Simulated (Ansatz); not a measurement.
# Two runs on Sb

System: Sb (P6₃/mmc, 2 atoms in the cell).
Method of the first run: Kohn-Sham DFT of a periodic cell, revPBE with D4, Ansatz PAW, no spin polarisation (Ansatz 0.2.0).

The structure derives from a Materials Project entry. Text and figures count atoms from 1; the logs count them from 0 in places.

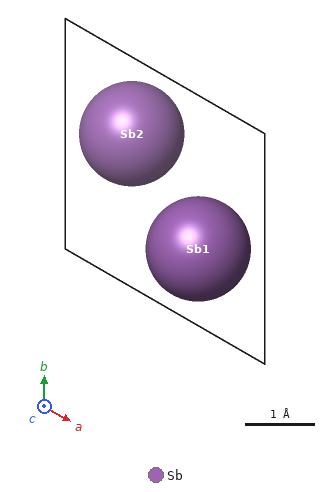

The structure as given in the input (spheres-only view of the cell of the calculation, along the c axis; atoms are numbered from 1 in the order of the input). An atom can appear more than once, as a periodic image.

## Input file, the first run
```yaml
crystal:
  lattice:
    - [3.3545324186, 0.0, 0.0]
    - [-1.6772662093, 2.9051102923, 0.0]
    - [0.0, 0.0, 5.47016065]
  atoms:
    - { symbol: Sb, position: [0.6666666667, 0.3333333333, 0.75] }
    - { symbol: Sb, position: [0.3333333333, 0.6666666667, 0.25] }
hamiltonian:
  xc: revpbe
  pseudopotentials: { kind: paw }
  dispersion: d4
kpoints:
  mp_grid: { grid: [9, 9, 5] }
scf:
  occupations: { method: fermi_dirac, width: 0.05 }
output:
  forces: true
  stress: true
  eigenvalues: true
relax:
  f_tol: 0.01
  max_steps: 40
  cell: { stress_tol: 0.05 }
```

Launched with:
```bash
ansatz run input.yaml --threads 2 --pin off --max-ram 5632MiB --backend cpu --events-out ev --progress --plain --runs-dir out
```

Hardware: 2 threads of Arm Neoverse V2, 24 GiB of memory available, shared host.

## Output, shortened to warnings, some set-up lines, iterations and results (the first run)
```
Basis set: ecut = 420 eV, 1087 PW (Γ), exchange–correlation on 48×48×80 points (8 copies of the dense FFT grid, shifted against one another)
Symmetry: 24 space group operations
k-points: 36 of 405
Initial density: superposition of atomic densities (neutral atoms: chi_scale 0, normalization atom), corrected by the library's trained network
[...]
SCF iter   1: F=—  HF=-12982.559189 eV  |F-HF|=—  |Δ(HF+E_count)|=         —  Δρ=2.75e-3  dr2=2.01e-3  ethr=1.77e-3  ⟨swp⟩=5.8  Hψ=3356  notcnv=0
SCF iter   2: F=—  HF=-12982.557973 eV  |F-HF|=—  |Δ(HF+E_count)|=   1.22e-3  Δρ=1.23e-3  dr2=6.15e-4  ethr=6.70e-6  ⟨swp⟩=2.0  Hψ=1438  notcnv=0
SCF iter   3: F=—  HF=-12982.558096 eV  |F-HF|=—  |Δ(HF+E_count)|=   1.23e-4  Δρ=5.89e-4  dr2=1.53e-4  ethr=2.05e-6  ⟨swp⟩=1.0  Hψ=677  notcnv=0
SCF iter   4: F=—  HF=-12982.558120 eV  |F-HF|=—  |Δ(HF+E_count)|=   2.40e-5  Δρ=5.90e-5  dr2=1.65e-6  ethr=5.09e-7  ⟨swp⟩=2.0  Hψ=853  notcnv=0
SCF iter   5: F=—  HF=-12982.558124 eV  |F-HF|=—  |Δ(HF+E_count)|=   4.04e-6  Δρ=1.67e-5  dr2=1.46e-7  ethr=5.51e-9  ⟨swp⟩=3.0  Hψ=1240  notcnv=0
[... 22 lines ...]
SCF iter   3: F=—  HF=-12982.576610 eV  |F-HF|=—  |Δ(HF+E_count)|=   1.49e-7  Δρ=1.67e-6  dr2=7.39e-10  ethr=1.21e-10  ⟨swp⟩=2.0  Hψ=1220  notcnv=0
SCF iter   4: F=—  HF=-12982.576610 eV  |F-HF|=—  |Δ(HF+E_count)|=  9.09e-11  Δρ=5.79e-7  dr2=1.40e-10  ethr=2.46e-12  ⟨swp⟩=2.0  Hψ=1203  notcnv=0
SCF iter   5: F=-12982.576610 eV  HF=-12982.576610 eV  |F-HF|=1.09e-11  |Δ(HF+E_count)|=  1.09e-11  Δρ=2.15e-7  dr2=1.97e-11  ethr=1.00e-12  ⟨swp⟩=4.9  Hψ=2847  notcnv=0
SCF 5 converged in 5 iterations: F = -12982.576610 eV  dr2 = 1.97e-11
relax step   5: F+E_penalty+E_count = -12982.57661036 eV  Δ(F+E_penalty+E_count) = +6.075e-4 eV  max|allowed force component| = 2.313e-17 eV/Å  Δτ_max = 0.0000 Å  P = -0.004 …
basis re-selected at this cell: Δ(F+E_penalty+E_count) = +6.075e-4 eV, ΔP = +0.005 GPa vs the last step (what re-selecting the basis moved, of the pressure what is left beyond the Pulay correction that the steps carried, after the strain that the cell walked since its last selection, with what the …
SCF converged after 5 iterations
Free energy (F): -12982.576610 eV
Harris-Foulkes:  -12982.576610 eV  (|F-HF|=1.09e-11)
Internal energy: -12982.566477 eV  (E = F + TS)
E sigma→0 (E₀):  -12982.571544 eV
Entropy (-TS):   -0.010133 eV (-5.067 meV/atom)
Fermi energy:    12.532191 eV
--- Per-component energies (eV) ---
  E_band       = -263.259221
  E_kinetic    = 414.114711
  E_local      = -2780.712475  (includes V_loc(G=0)·N_el)
  E_nonlocal   = 722.658241
  E_hartree    = 1279.886013
  E_xc         = -277.918313
  E_vxc        = -193.310334  (∫ρ·V_xc dr)
  E_paw        = -9161.810656  (= ΣΔE_a)
  E_vpaw       = -985.781110  (= ΣTr[D̂ρ^β])
  E_aug_tail   = -0.000003  (compensation charges beyond the density's cutoff)
  E_ewald      = -3176.891893
  E_disp       = -1.878279  (pairwise vdW)
  E_core_change = -0.013823  (= ΣΔE_core)
  E_smearing   = -0.010133  (= −TS)
  E_closure    = 0.000000  (closes the sum)
  Σ components = -12982.576610   (vs F -12982.576610, Δ=0.00e0)
--- Forces (eV/Å), atoms counted from 1 ---
  atom   1  Sb    -0.00000000    -0.00000000     0.00000000
  atom   2  Sb     0.00000000     0.00000000    -0.00000000
  max |Σ_I F_I| component: 2.31e-18 eV/Å
--- Stress (GPa, compression-positive) ---
       -0.023397       0.000000       0.000000
        0.000000      -0.023397      -0.000000
        0.000000      -0.000000       0.035536
  P = ⅓ Tr σ = -0.0038 GPa (-0.038 kbar)
--- Relaxed structure (4 steps of the walk, 4 accepted, 1 SCFs on fresh bases) ---
  F+E_penalty+E_count = -12982.57661036 eV   max|allowed force component| = 2.313e-17 eV/Å   (the final SCF, on the basis selected at the relaxed cell)
  cell:  # Å, volume = 51.1082 Å³
    - [3.308513054017958, 0.0, 0.0]
    - [-1.654256527008979, 2.8652563535319886, 0.0]
    - [0.0, 0.0, 5.391311585991058]
  atoms:
    - { symbol: Sb, position: [0.6666666666666666, 0.3333333333333333, 0.7500000000000001] }
    - { symbol: Sb, position: [0.3333333333333333, 0.6666666666666666, 0.25000000000000006] }
```

The second run used a changed input.

## The two runs side by side

| quantity | the first run | the second run |
| --- | --- | --- |
| outcome | converged | converged |
| free energy per atom (eV) | −6491.2883 | −6493.9640 |
| energy per atom, smearing taken to zero (eV) | −6491.2858 | −6493.9616 |
| gap on the mesh (eV) | 0.00 | 0.00 |
| pressure (GPa) | 0.00 | −0.01 |
| volume per atom (Å³) | 25.55 | 25.42 |
| largest force (eV/Å) | 0.000 | 0.000 |
| SCF iterations | 22 | 24 |
| irreducible k-points | 36 | 36 |
| wall time (shared host) | 4.1 s | 4.2 s |

Which change of the input explains these differences?

The change (lines with − go, lines with + come):
```diff
-  xc: revpbe
+  xc: rpbe
```

The total energies belong to different methods, so their difference says nothing on which is more stable or more accurate. The volume per atom goes from 25.55 to 25.42 Å³. The functional changes from revPBE to RPBE. The SCF takes 24 iterations over all geometry steps against 22.

## Output, shortened to warnings, some set-up lines, iterations and results (the second run)
```
Basis set: ecut = 420 eV, 1087 PW (Γ), exchange–correlation on 48×48×80 points (8 copies of the dense FFT grid, shifted against one another)
Symmetry: 24 space group operations
k-points: 36 of 405
Initial density: superposition of atomic densities (neutral atoms: chi_scale 0, normalization atom), corrected by the library's trained network
[...]
SCF iter   1: F=—  HF=-12987.905194 eV  |F-HF|=—  |Δ(HF+E_count)|=         —  Δρ=3.33e-3  dr2=2.77e-3  ethr=1.77e-3  ⟨swp⟩=5.8  Hψ=3362  notcnv=0
SCF iter   2: F=—  HF=-12987.903873 eV  |F-HF|=—  |Δ(HF+E_count)|=   1.32e-3  Δρ=1.47e-3  dr2=7.99e-4  ethr=9.24e-6  ⟨swp⟩=2.0  Hψ=1413  notcnv=0
SCF iter   3: F=—  HF=-12987.903992 eV  |F-HF|=—  |Δ(HF+E_count)|=   1.19e-4  Δρ=6.59e-4  dr2=1.84e-4  ethr=2.66e-6  ⟨swp⟩=1.0  Hψ=677  notcnv=0
SCF iter   4: F=—  HF=-12987.904015 eV  |F-HF|=—  |Δ(HF+E_count)|=   2.27e-5  Δρ=8.64e-5  dr2=3.44e-6  ethr=6.12e-7  ⟨swp⟩=2.0  Hψ=851  notcnv=0
SCF iter   5: F=—  HF=-12987.904016 eV  |F-HF|=—  |Δ(HF+E_count)|=   8.41e-7  Δρ=1.96e-5  dr2=2.02e-7  ethr=1.15e-8  ⟨swp⟩=2.8  Hψ=1180  notcnv=0
[... 24 lines ...]
SCF iter   4: F=—  HF=-12987.928091 eV  |F-HF|=—  |Δ(HF+E_count)|=  3.17e-10  Δρ=5.18e-7  dr2=1.34e-10  ethr=2.42e-12  ⟨swp⟩=2.0  Hψ=1220  notcnv=0
SCF iter   5: F=—  HF=-12987.928091 eV  |F-HF|=—  |Δ(HF+E_count)|=  6.18e-11  Δρ=2.40e-7  dr2=3.21e-11  ethr=1.00e-12  ⟨swp⟩=2.0  Hψ=1214  notcnv=0
SCF iter   6: F=-12987.928091 eV  HF=-12987.928091 eV  |F-HF|=9.09e-12  |Δ(HF+E_count)|=    0.00e0  Δρ=4.15e-8  dr2=5.68e-13  ethr=1.00e-12  ⟨swp⟩=5.7  Hψ=2675  notcnv=0
SCF 5 converged in 6 iterations: F = -12987.928091 eV  dr2 = 5.68e-13
relax step   5: F+E_penalty+E_count = -12987.92809079 eV  Δ(F+E_penalty+E_count) = +6.906e-4 eV  max|allowed force component| = 3.701e-17 eV/Å  Δτ_max = 0.0000 Å  P = -0.006 …
basis re-selected at this cell: Δ(F+E_penalty+E_count) = +6.906e-4 eV, ΔP = +0.006 GPa vs the last step (what re-selecting the basis moved, of the pressure what is left beyond the Pulay correction that the steps carried, after the strain that the cell walked since its last selection, with what the …
SCF converged after 6 iterations
Free energy (F): -12987.928091 eV
Harris-Foulkes:  -12987.928091 eV  (|F-HF|=9.09e-12)
Internal energy: -12987.918484 eV  (E = F + TS)
E sigma→0 (E₀):  -12987.923288 eV
Entropy (-TS):   -0.009606 eV (-4.803 meV/atom)
Fermi energy:    12.652772 eV
--- Per-component energies (eV) ---
  E_band       = -260.160242
  E_kinetic    = 414.039717
  E_local      = -2771.443979  (includes V_loc(G=0)·N_el)
  E_nonlocal   = 722.441687
  E_hartree    = 1276.899982
  E_xc         = -278.006031
  E_vxc        = -193.213315  (∫ρ·V_xc dr)
  E_paw        = -9166.976659  (= ΣΔE_a)
  E_vpaw       = -985.784300  (= ΣTr[D̂ρ^β])
  E_aug_tail   = -0.000003  (compensation charges beyond the density's cutoff)
  E_ewald      = -3182.604302
  E_disp       = -2.249256  (pairwise vdW)
  E_core_change = -0.019642  (= ΣΔE_core)
  E_smearing   = -0.009606  (= −TS)
  E_closure    = -0.000000  (closes the sum)
  Σ components = -12987.928091   (vs F -12987.928091, Δ=0.00e0)
--- Forces (eV/Å), atoms counted from 1 ---
  atom   1  Sb    -0.00000000    -0.00000000     0.00000000
  atom   2  Sb     0.00000000     0.00000000    -0.00000000
  max |Σ_I F_I| component: 2.31e-18 eV/Å
--- Stress (GPa, compression-positive) ---
       -0.028917       0.000000       0.000000
        0.000000      -0.028917       0.000000
        0.000000       0.000000       0.038438
  P = ⅓ Tr σ = -0.0065 GPa (-0.065 kbar)
--- Relaxed structure (4 steps of the walk, 4 accepted, 1 SCFs on fresh bases) ---
  F+E_penalty+E_count = -12987.92809079 eV   max|allowed force component| = 3.701e-17 eV/Å   (the final SCF, on the basis selected at the relaxed cell)
  cell:  # Å, volume = 50.8336 Å³
    - [3.3020939609411766, 0.0, 0.0]
    - [-1.6510469804705883, 2.8596972558582388, 0.0]
    - [0.0, 0.0, 5.38320873883695]
  atoms:
[...]
```

For both runs: Points of doubt noted for this run: forces on files of another functional.
